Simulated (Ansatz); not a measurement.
Si128C127 (charge −2): single-point calculation (part 1 of 3)

Si128C127 (defect cell, 255 atoms in the cell, total charge −2), computed with DFT, HSE06, PAW, plane waves (Ansatz 0.2.0).

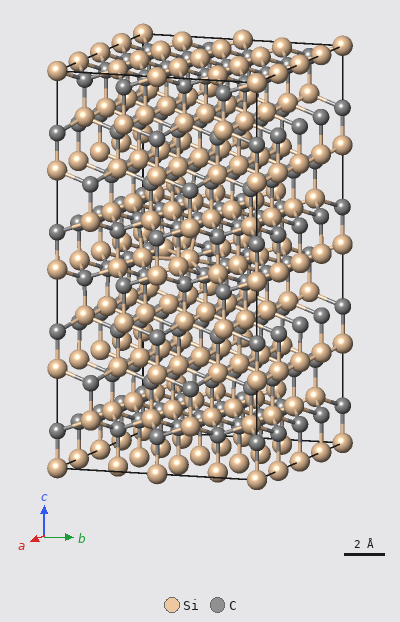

Fig. 1: The structure (ball-and-stick view of the cell of the calculation, seen slightly off an axis).

### The input
```yaml
crystal:
  lattice:
    - [12.312272, 0.000000, 0.000000]
    - [0.000000, 10.662740, 0.000000]
    - [0.000000, 0.000000, 20.151893]
  atoms:
    - { symbol: Si, position: [0.999924, 0.001302, 0.250264] }
    - { symbol: Si, position: [0.999893, 0.999078, 0.749680] }
    - { symbol: Si, position: [0.250323, 0.002034, 0.250524] }
    - { symbol: Si, position: [0.249823, 0.998648, 0.749884] }
    - { symbol: Si, position: [0.125026, 0.251183, 0.250182] }
    - { symbol: Si, position: [0.124687, 0.249059, 0.750132] }
    - { symbol: Si, position: [0.999925, 0.501069, 0.250285] }
    - { symbol: Si, position: [0.999901, 0.499046, 0.749581] }
    - { symbol: Si, position: [0.499911, 0.002125, 0.250542] }
    - { symbol: Si, position: [0.499888, 0.998974, 0.749532] }
    - { symbol: Si, position: [0.375406, 0.252609, 0.250736] }
    - { symbol: Si, position: [0.374461, 0.248996, 0.749784] }
    - { symbol: Si, position: [0.250065, 0.501084, 0.249995] }
    - { symbol: Si, position: [0.249982, 0.499085, 0.749766] }
    - { symbol: Si, position: [0.125189, 0.751322, 0.250288] }
    - { symbol: Si, position: [0.125007, 0.748960, 0.749459] }
    - { symbol: Si, position: [0.749499, 0.002056, 0.250521] }
    - { symbol: Si, position: [0.749959, 0.998679, 0.749867] }
    - { symbol: Si, position: [0.624455, 0.252625, 0.250686] }
    - { symbol: Si, position: [0.625302, 0.249013, 0.749782] }
    - { symbol: Si, position: [0.499939, 0.503086, 0.248317] }
    - { symbol: Si, position: [0.499906, 0.498852, 0.749461] }
    - { symbol: Si, position: [0.375213, 0.751568, 0.249975] }
    - { symbol: Si, position: [0.375402, 0.748559, 0.749010] }
    - { symbol: Si, position: [0.874838, 0.251195, 0.250175] }
    - { symbol: Si, position: [0.875096, 0.249074, 0.750118] }
    - { symbol: Si, position: [0.749773, 0.501096, 0.249995] }
    - { symbol: Si, position: [0.749823, 0.499089, 0.749758] }
    - { symbol: Si, position: [0.624623, 0.751579, 0.249965] }
    - { symbol: Si, position: [0.624394, 0.748566, 0.749004] }
    - { symbol: Si, position: [0.874650, 0.751330, 0.250284] }
    - { symbol: Si, position: [0.874791, 0.748968, 0.749450] }
    - { symbol: Si, position: [0.999915, 0.167515, 0.125131] }
    - { symbol: Si, position: [0.999878, 0.165945, 0.625072] }
    - { symbol: Si, position: [0.249922, 0.167602, 0.125200] }
    - { symbol: Si, position: [0.249299, 0.164611, 0.625905] }
    - { symbol: Si, position: [0.124864, 0.417528, 0.125049] }
    - { symbol: Si, position: [0.125337, 0.415665, 0.624589] }
    - { symbol: Si, position: [0.999902, 0.667599, 0.125219] }
    - { symbol: Si, position: [0.999895, 0.665714, 0.624421] }
    - { symbol: Si, position: [0.499903, 0.167777, 0.125256] }
    - { symbol: Si, position: [0.499838, 0.166057, 0.625333] }
    - { symbol: Si, position: [0.374800, 0.417579, 0.124720] }
    - { symbol: Si, position: [0.375781, 0.414646, 0.625031] }
    - { symbol: Si, position: [0.249969, 0.667609, 0.124998] }
    - { symbol: Si, position: [0.250474, 0.664751, 0.624220] }
    - { symbol: Si, position: [0.125023, 0.917652, 0.125257] }
    - { symbol: Si, position: [0.125148, 0.915476, 0.624562] }
    - { symbol: Si, position: [0.749867, 0.167604, 0.125187] }
    - { symbol: Si, position: [0.750388, 0.164632, 0.625868] }
    - { symbol: Si, position: [0.625014, 0.417585, 0.124710] }
    - { symbol: Si, position: [0.623979, 0.414692, 0.625007] }
    - { symbol: Si, position: [0.499900, 0.668478, 0.124308] }
    - { symbol: Si, position: [0.499897, 0.659561, 0.622264] }
    - { symbol: Si, position: [0.374911, 0.917760, 0.125139] }
    - { symbol: Si, position: [0.375417, 0.914405, 0.624132] }
    - { symbol: Si, position: [0.874940, 0.417530, 0.125047] }
    - { symbol: Si, position: [0.874455, 0.415696, 0.624579] }
    - { symbol: Si, position: [0.749842, 0.667605, 0.124994] }
    - { symbol: Si, position: [0.749298, 0.664774, 0.624203] }
    - { symbol: Si, position: [0.624895, 0.917768, 0.125139] }
    - { symbol: Si, position: [0.624341, 0.914447, 0.624128] }
    - { symbol: Si, position: [0.874782, 0.917645, 0.125252] }
    - { symbol: Si, position: [0.874599, 0.915487, 0.624540] }
    - { symbol: Si, position: [0.125174, 0.084793, 0.375275] }
    - { symbol: Si, position: [0.124976, 0.082978, 0.874879] }
    - { symbol: Si, position: [0.999987, 0.334278, 0.375380] }
    - { symbol: Si, position: [0.999917, 0.333255, 0.875120] }
    - { symbol: Si, position: [0.375826, 0.088495, 0.375883] }
    - { symbol: Si, position: [0.374970, 0.082831, 0.874829] }
    - { symbol: Si, position: [0.250036, 0.334615, 0.375657] }
    - { symbol: Si, position: [0.249950, 0.333072, 0.874926] }
    - { symbol: Si, position: [0.125605, 0.584378, 0.375195] }
    - { symbol: Si, position: [0.124879, 0.583083, 0.874828] }
    - { symbol: Si, position: [0.999948, 0.834432, 0.375150] }
    - { symbol: Si, position: [0.999928, 0.832972, 0.874747] }
    - { symbol: Si, position: [0.623992, 0.088599, 0.375859] }
    - { symbol: Si, position: [0.624878, 0.082830, 0.874824] }
    - { symbol: Si, position: [0.500005, 0.344720, 0.376775] }
    - { symbol: Si, position: [0.499923, 0.332938, 0.874768] }
    - { symbol: Si, position: [0.375821, 0.583951, 0.375040] }
    - { symbol: Si, position: [0.374980, 0.582923, 0.874671] }
    - { symbol: Si, position: [0.250846, 0.835092, 0.375268] }
    - { symbol: Si, position: [0.250027, 0.832693, 0.874687] }
    - { symbol: Si, position: [0.874695, 0.084826, 0.375276] }
    - { symbol: Si, position: [0.874878, 0.082985, 0.874874] }
    - { symbol: Si, position: [0.749910, 0.334607, 0.375614] }
    - { symbol: Si, position: [0.749905, 0.333075, 0.874922] }
    - { symbol: Si, position: [0.624102, 0.584049, 0.375031] }
    - { symbol: Si, position: [0.624881, 0.582923, 0.874670] }
    - { symbol: Si, position: [0.499953, 0.835149, 0.375123] }
    - { symbol: Si, position: [0.499927, 0.832759, 0.874578] }
    - { symbol: Si, position: [0.874311, 0.584414, 0.375197] }
    - { symbol: Si, position: [0.874984, 0.583084, 0.874824] }
    - { symbol: Si, position: [0.749015, 0.835181, 0.375264] }
    - { symbol: Si, position: [0.749829, 0.832710, 0.874678] }
    - { symbol: Si, position: [0.999926, 0.999946, 0.499935] }
    - { symbol: Si, position: [0.999919, 0.000269, 0.999990] }
    - { symbol: Si, position: [0.252243, 0.002999, 0.499886] }
    - { symbol: Si, position: [0.249922, 0.000204, 0.999906] }
    - { symbol: Si, position: [0.124271, 0.250064, 0.500067] }
    - { symbol: Si, position: [0.124941, 0.250374, 0.999973] }
    - { symbol: Si, position: [0.999942, 0.500584, 0.499702] }
    - { symbol: Si, position: [0.999924, 0.500481, 0.000004] }
    - { symbol: Si, position: [0.499865, 0.003632, 0.499775] }
    - { symbol: Si, position: [0.499917, 0.000190, 0.999924] }
    - { symbol: Si, position: [0.375246, 0.265095, 0.503216] }
    - { symbol: Si, position: [0.374957, 0.250201, 0.999867] }
    - { symbol: Si, position: [0.251378, 0.499800, 0.498962] }
    - { symbol: Si, position: [0.249863, 0.500416, 0.999810] }
    - { symbol: Si, position: [0.125909, 0.750814, 0.499585] }
    - { symbol: Si, position: [0.124888, 0.750344, 0.999941] }
    - { symbol: Si, position: [0.747466, 0.003275, 0.499882] }
    - { symbol: Si, position: [0.749925, 0.000202, 0.999902] }
    - { symbol: Si, position: [0.624540, 0.265992, 0.503134] }
    - { symbol: Si, position: [0.624878, 0.250202, 0.999861] }
    - { symbol: Si, position: [0.500453, 0.446900, 0.493138] }
    - { symbol: Si, position: [0.499920, 0.500334, 0.999701] }
    - { symbol: Si, position: [0.377370, 0.743641, 0.498826] }
    - { symbol: Si, position: [0.374782, 0.750379, 0.999678] }
    - { symbol: Si, position: [0.875682, 0.249844, 0.500055] }
    - { symbol: Si, position: [0.874902, 0.250362, 0.999971] }
    - { symbol: Si, position: [0.748526, 0.499815, 0.498938] }
    - { symbol: Si, position: [0.749983, 0.500423, 0.999803] }
    - { symbol: Si, position: [0.622575, 0.743813, 0.498802] }
    - { symbol: Si, position: [0.625058, 0.750383, 0.999675] }
    - { symbol: Si, position: [0.873968, 0.750947, 0.499590] }
    - { symbol: Si, position: [0.874951, 0.750354, 0.999940] }
    - { symbol: C, position: [0.999915, 0.000716, 0.093659] }
    - { symbol: C, position: [0.999902, 0.999106, 0.593856] }
    - { symbol: C, position: [0.249874, 0.000848, 0.093532] }
    - { symbol: C, position: [0.250024, 0.998564, 0.593797] }
    - { symbol: C, position: [0.124894, 0.250788, 0.093535] }
    - { symbol: C, position: [0.124631, 0.248637, 0.594124] }
    - { symbol: C, position: [0.999916, 0.500958, 0.093580] }
    - { symbol: C, position: [0.999907, 0.499070, 0.593687] }
    - { symbol: C, position: [0.499916, 0.000936, 0.093555] }
    - { symbol: C, position: [0.499882, 0.999274, 0.593719] }
    - { symbol: C, position: [0.374905, 0.250711, 0.093392] }
    - { symbol: C, position: [0.372300, 0.246940, 0.597307] }
    - { symbol: C, position: [0.249754, 0.500930, 0.093336] }
    - { symbol: C, position: [0.250193, 0.498421, 0.593477] }
    - { symbol: C, position: [0.124853, 0.750913, 0.093613] }
    - { symbol: C, position: [0.125085, 0.749030, 0.593543] }
    - { symbol: C, position: [0.749964, 0.000844, 0.093529] }
    - { symbol: C, position: [0.749735, 0.998625, 0.593774] }
    - { symbol: C, position: [0.624922, 0.250712, 0.093385] }
    - { symbol: C, position: [0.627341, 0.246993, 0.597207] }
    - { symbol: C, position: [0.499915, 0.501091, 0.093183] }
    - { symbol: C, position: [0.499896, 0.492767, 0.592382] }
    - { symbol: C, position: [0.374612, 0.751210, 0.093134] }
    - { symbol: C, position: [0.375471, 0.747315, 0.593009] }
    - { symbol: C, position: [0.874942, 0.250777, 0.093537] }
    - { symbol: C, position: [0.875137, 0.248645, 0.594130] }
    - { symbol: C, position: [0.750086, 0.500934, 0.093326] }
    - { symbol: C, position: [0.749628, 0.498437, 0.593448] }
    - { symbol: C, position: [0.625222, 0.751214, 0.093135] }
    - { symbol: C, position: [0.624345, 0.747362, 0.592990] }
    - { symbol: C, position: [0.874976, 0.750915, 0.093612] }
    - { symbol: C, position: [0.874731, 0.749052, 0.593543] }
    - { symbol: C, position: [0.999920, 0.001234, 0.343765] }
    - { symbol: C, position: [0.999911, 0.999566, 0.843634] }
    - { symbol: C, position: [0.250647, 0.002443, 0.344146] }
    - { symbol: C, position: [0.249935, 0.999180, 0.843788] }
    - { symbol: C, position: [0.124752, 0.251202, 0.343546] }
    - { symbol: C, position: [0.124699, 0.249793, 0.844011] }
    - { symbol: C, position: [0.999939, 0.501348, 0.343826] }
    - { symbol: C, position: [0.999919, 0.499682, 0.843608] }
    - { symbol: C, position: [0.499917, 0.002717, 0.344022] }
    - { symbol: C, position: [0.499909, 0.999294, 0.843567] }
    - { symbol: C, position: [0.375184, 0.253695, 0.343655] }
    - { symbol: C, position: [0.374780, 0.249414, 0.843858] }
    - { symbol: C, position: [0.249828, 0.501064, 0.343069] }
    - { symbol: C, position: [0.249692, 0.499719, 0.843755] }
    - { symbol: C, position: [0.125233, 0.751553, 0.343770] }
    - { symbol: C, position: [0.124866, 0.749548, 0.843469] }
    - { symbol: C, position: [0.749157, 0.002521, 0.344154] }
    - { symbol: C, position: [0.749886, 0.999199, 0.843773] }
    - { symbol: C, position: [0.624707, 0.253732, 0.343570] }
    - { symbol: C, position: [0.625039, 0.249412, 0.843851] }
    - { symbol: C, position: [0.499970, 0.506977, 0.339241] }
    - { symbol: C, position: [0.499917, 0.499543, 0.843649] }
    - { symbol: C, position: [0.374946, 0.751894, 0.343318] }
    - { symbol: C, position: [0.374978, 0.749347, 0.843250] }
    - { symbol: C, position: [0.875165, 0.251243, 0.343534] }
    - { symbol: C, position: [0.875119, 0.249798, 0.844003] }
    - { symbol: C, position: [0.750035, 0.501083, 0.343071] }
    - { symbol: C, position: [0.750143, 0.499722, 0.843750] }
    - { symbol: C, position: [0.624923, 0.751947, 0.343289] }
    - { symbol: C, position: [0.624846, 0.749355, 0.843245] }
    - { symbol: C, position: [0.874603, 0.751585, 0.343771] }
    - { symbol: C, position: [0.874964, 0.749557, 0.843460] }
    - { symbol: C, position: [0.999916, 0.167773, 0.218856] }
    - { symbol: C, position: [0.999875, 0.165707, 0.719308] }
    - { symbol: C, position: [0.250052, 0.168293, 0.218842] }
    - { symbol: C, position: [0.248738, 0.164905, 0.720131] }
    - { symbol: C, position: [0.124758, 0.417841, 0.218751] }
    - { symbol: C, position: [0.124872, 0.415657, 0.719059] }
    - { symbol: C, position: [0.999904, 0.668002, 0.219089] }
    - { symbol: C, position: [0.999888, 0.665722, 0.718784] }
    - { symbol: C, position: [0.499912, 0.168506, 0.219008] }
    - { symbol: C, position: [0.499872, 0.165621, 0.719693] }
    - { symbol: C, position: [0.374768, 0.418416, 0.218089] }
    - { symbol: C, position: [0.374384, 0.415706, 0.719741] }
    - { symbol: C, position: [0.249949, 0.668043, 0.218757] }
    - { symbol: C, position: [0.249819, 0.665668, 0.718715] }
    - { symbol: C, position: [0.125128, 0.918105, 0.219139] }
    - { symbol: C, position: [0.124789, 0.915572, 0.718910] }
    - { symbol: C, position: [0.749773, 0.168288, 0.218825] }
    - { symbol: C, position: [0.750989, 0.164961, 0.720096] }
    - { symbol: C, position: [0.625067, 0.418423, 0.218066] }
    - { symbol: C, position: [0.625391, 0.415717, 0.719729] }
    - { symbol: C, position: [0.499900, 0.669910, 0.217292] }
    - { symbol: C, position: [0.499892, 0.664799, 0.717887] }
    - { symbol: C, position: [0.374913, 0.918494, 0.218935] }
    - { symbol: C, position: [0.374849, 0.915476, 0.718685] }
    - { symbol: C, position: [0.875052, 0.417851, 0.218751] }
    - { symbol: C, position: [0.874911, 0.415665, 0.719047] }
    - { symbol: C, position: [0.749870, 0.668051, 0.218754] }
    - { symbol: C, position: [0.749950, 0.665669, 0.718700] }
    - { symbol: C, position: [0.624892, 0.918504, 0.218935] }
    - { symbol: C, position: [0.624911, 0.915485, 0.718676] }
    - { symbol: C, position: [0.874680, 0.918115, 0.219141] }
    - { symbol: C, position: [0.874960, 0.915593, 0.718898] }
    - { symbol: C, position: [0.124880, 0.083223, 0.469213] }
    - { symbol: C, position: [0.124892, 0.083553, 0.968965] }
    - { symbol: C, position: [0.000028, 0.333557, 0.469319] }
    - { symbol: C, position: [0.999926, 0.333762, 0.969112] }
    - { symbol: C, position: [0.376858, 0.091657, 0.469746] }
    - { symbol: C, position: [0.374929, 0.083393, 0.968903] }
    - { symbol: C, position: [0.244662, 0.333717, 0.468924] }
    - { symbol: C, position: [0.249911, 0.333600, 0.968968] }
    - { symbol: C, position: [0.124977, 0.584382, 0.469097] }
    - { symbol: C, position: [0.124816, 0.583692, 0.968888] }
    - { symbol: C, position: [0.999967, 0.833790, 0.469065] }
    - { symbol: C, position: [0.999930, 0.833584, 0.968867] }
    - { symbol: C, position: [0.622712, 0.092262, 0.469740] }
    - { symbol: C, position: [0.624930, 0.083392, 0.968901] }
    - { symbol: C, position: [0.499927, 0.333501, 0.968849] }
    - { symbol: C, position: [0.377441, 0.576066, 0.467673] }
    - { symbol: C, position: [0.374857, 0.583625, 0.968754] }
    - { symbol: C, position: [0.252053, 0.833985, 0.469151] }
    - { symbol: C, position: [0.249790, 0.833484, 0.968749] }
    - { symbol: C, position: [0.874920, 0.083187, 0.469201] }
    - { symbol: C, position: [0.874967, 0.083552, 0.968959] }
    - { symbol: C, position: [0.755282, 0.333578, 0.468872] }
    - { symbol: C, position: [0.749951, 0.333599, 0.968968] }
    - { symbol: C, position: [0.622569, 0.576440, 0.467649] }
    - { symbol: C, position: [0.625006, 0.583625, 0.968753] }
    - { symbol: C, position: [0.499964, 0.834510, 0.468914] }
    - { symbol: C, position: [0.499929, 0.833490, 0.968717] }
    - { symbol: C, position: [0.874974, 0.584485, 0.469104] }
    - { symbol: C, position: [0.875054, 0.583703, 0.968887] }
    - { symbol: C, position: [0.747776, 0.834284, 0.469150] }
    - { symbol: C, position: [0.750068, 0.833493, 0.968743] }
  symmetry: { detect: false }
kpoints:
  mp_grid: { grid: [1, 1, 1], shift: [0.25, 0.25, 0.25] }
hamiltonian:
  xc: hse06
total_charge: -2
scf:
  occupations: { method: fermi_dirac, width: 0.01 }
output:
  forces: true
  eigenvalues: true
  populations: true
  charged_corrections: { epsilon: 9.7 }
  eigenstates: { kpoints: [[0.25, 0.25, 0.25]], e_range: [-6.0, 6.0], localisation: true }
```

Launch command:
```bash
ansatz run in.yaml --threads 32 --pin off --max-ram 171000MiB --runs-dir r --events-out ev --progress --plain --backend cuda --devices 0,
```

### The program's output
```
Pseudopotentials: kind: paw
Functional definition: HSE06
  parameter a = 0.25
  parameter omega = 0.11/bohr
  exchange = pbe_x - a*pbe_x_sr(omega) + a*exact_x_sr(omega)
  correlation = pbe_c
Crystal: 255 atoms, lattice volume = 2645.592 Å³
Basis set: ecut = 420 eV, 51705 PW (Γ), exchange–correlation on 180×144×270 points (8 copies of the dense FFT grid, shifted against one another)
Bands: 766, of which v1, the nominal top of the filled ones, is band 511 counted from 1 (510 counted from 0)
Symmetry: 1 space group operations
k-points: 1
Non-local potential: Si, projectors of the file, l = 0: 2, l = 1: 2, l = 2: 2
Non-local potential: C, projectors of the file, l = 0: 2, l = 1: 2, l = 2: 1
PAW form: soft (Blöchl's): semilocal exchange-correlation on the pseudo side does not see the compensation charge
PAW frozen core: Si, regenerated for the run's functional, and the local potential with it (the file was generated under x = pbe(κ = 0.804, μ = 0.2195149727645171), c = pbe(β = 0.06672455060314922))
PAW frozen core: C, regenerated for the run's functional, and the local potential with it (the file was generated under x = pbe(κ = 0.804, μ = 0.2195149727645171), c = pbe(β = 0.06672455060314922))
PAW one-centre angular grid: Si, 110 points (default); XC on 64 Gauss nodes
PAW one-centre angular grid: C, 110 points (default); XC on 64 Gauss nodes
Initial density: superposition of atomic densities (neutral atoms scaled as one to the charged cell's electrons: chi_scale 0, normalization atom), corrected by the library's trained network
Initial wavefunctions: pseudopotential atomic-orbital guess
Functional: x = pbe(κ = 0.804, μ = 0.2195149727645171), c = pbe(β = 0.06672455060314922), warm-up for x = pbe(κ = 0.804, μ = 0.2195149727645171) + 0.25 (exact − pbe) at short range (hse, ω = 0.20786987370883472 Å⁻¹), c = pbe(β = 0.06672455060314922); HSE06 as pw.x's `hse` composes it (authors' and Libxc's form: `xc: wpbeh`)
```
